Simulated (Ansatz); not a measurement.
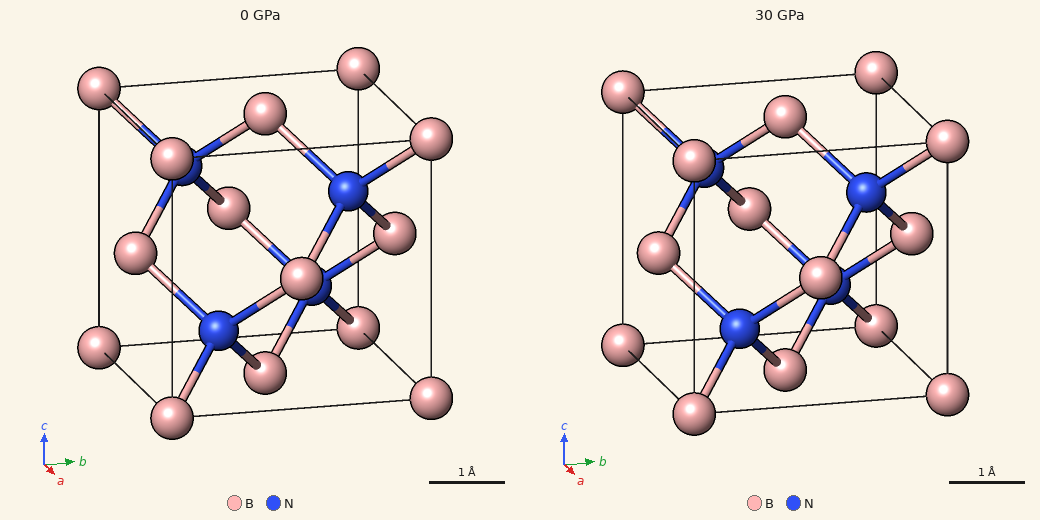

BN, zinc blende type, space group F-43m (No. 216), relaxed (cell and atoms) under a series of hydrostatic pressures; the conventional cell is drawn at the lowest and the highest, to one scale (sticks follow a distance rule). The start was a structure listed in the Materials Project.

Alike in all runs: Ansatz 0.2.0; functional PBE; potentials all-electron LAPW, scalar-relativistic; basis error allowed 0.001 eV/atom; k mesh 13 × 13 × 13 on the run's cell of 2 atoms; occupations fermi-dirac, width 0.05 eV; no spin polarisation; no spin-orbit coupling.

```tsv
pressure (GPa)	volume (Å³/atom)	a (Å)
0.0	5.953	3.625
2.0	?	?
5.0	5.875	3.609
10.0	5.802	3.594
20.0	5.668	3.566
30.0	5.546	3.540
```

Q: What equation of state do the given rows imply, and what volume does it predict for the missing row?

A: The fit gives V0 = 5.95 Å³/atom, B0 = 372 GPa and B0′ = 3.7, which puts the volume at 2.0 GPa at 5.92 Å³/atom. The run gave volume 5.921 Å³/atom; a 3.618 Å.

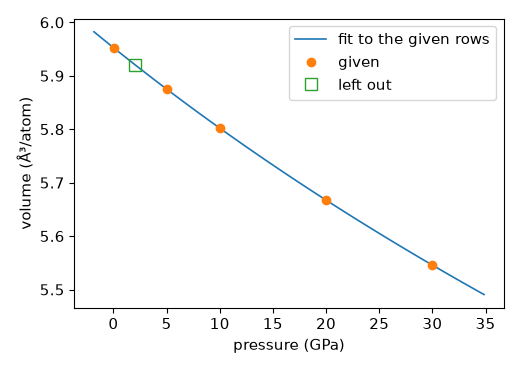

Volume against pressure, with the fit. The structure was kept in its own symmetry, so a change to another phase within this range wouldn't be seen. The gaps aren't listed, since this mesh can miss the band edges.
